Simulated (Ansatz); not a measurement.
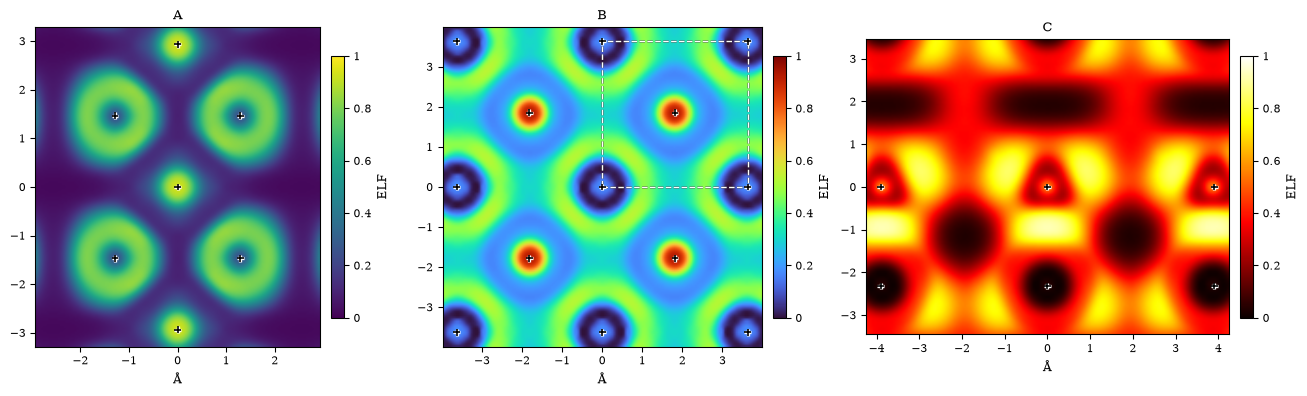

The ELF of 3 systems, each on a plane through atoms (crosses mark nuclei in the plane).

Level of theory: DFT PBEsol, scalar-relativistic, plane waves, PAW in Ansatz 0.2.0.

System 1: SiGe, the (010) plane of the conventional cell. Space group P6₃mc; a structure from a database of computed crystals, not necessarily the ambient phase; changed on purpose from its base cell (strain -0.0375 x Voigt [0, 0, 1, 0, 0, 0], atoms carried along); not relaxed (largest force 0.5 eV/Å); computed pressure about 4 GPa in this cell.

```
Si Ge
1.0
     3.90060    0.00000    0.00000
    -1.95030    3.37802    0.00000
     0.00000    0.00000    6.20177
Si Ge
2 2
Direct
  0.66667 0.33333 0.87455
  0.33333 0.66667 0.37455
  0.66667 0.33333 0.50045
  0.33333 0.66667 0.00045
```

System 2: CuO, the (11̄0) plane of the conventional cell. Space group Cccm; a structure from a database of computed crystals, not necessarily the ambient phase; computed pressure about −6 GPa in this cell; computed without spin polarisation.

```yaml
crystal:
  lattice:
    - [3.98194, 0.00000, 0.00000]
    - [0.00000, 4.30710, 0.00000]
    - [0.00000, 0.00000, 5.15593]
  atoms:
    - { symbol: Cu, position: [0.25000, 0.25000, 0.50000] }
    - { symbol: Cu, position: [0.75000, 0.75000, 0.50000] }
    - { symbol: Cu, position: [0.25000, 0.75000, 0.00000] }
    - { symbol: Cu, position: [0.75000, 0.25000, 0.00000] }
    - { symbol: O, position: [0.00000, 0.50000, 0.75000] }
    - { symbol: O, position: [0.50000, 0.00000, 0.75000] }
    - { symbol: O, position: [0.00000, 0.50000, 0.25000] }
    - { symbol: O, position: [0.50000, 0.00000, 0.25000] }
```

System 3: AlCu3, the (010) plane of the conventional cell. Space group P4mm; a structure from a database of computed crystals, not necessarily the ambient phase; changed on purpose from its base cell (atom 1 (Al) moved +0.037 A towards its neighbour atom 1 (Al) at 3.632 A); computed without spin polarisation.

> Match each panel to its system.

Panel A is system 2, CuO: the plane holds Cu and O. Cu–O (1.95 Å): the ELF peaks at about 0.85 in the valence shell of O, 0.6 Å from its nucleus, and is about 0.20 at the midpoint; no localised pair shows between them. Panel B is system 3, AlCu3: the plane holds Al and Cu. Al–Cu (2.54 Å): the ELF is about 0.40 at the midpoint. Panel C is system 1, SiGe: the plane holds Si and Ge. Si–Ge (2.32 Å): the ELF peaks at about 0.90 between the atoms: a covalent bond.
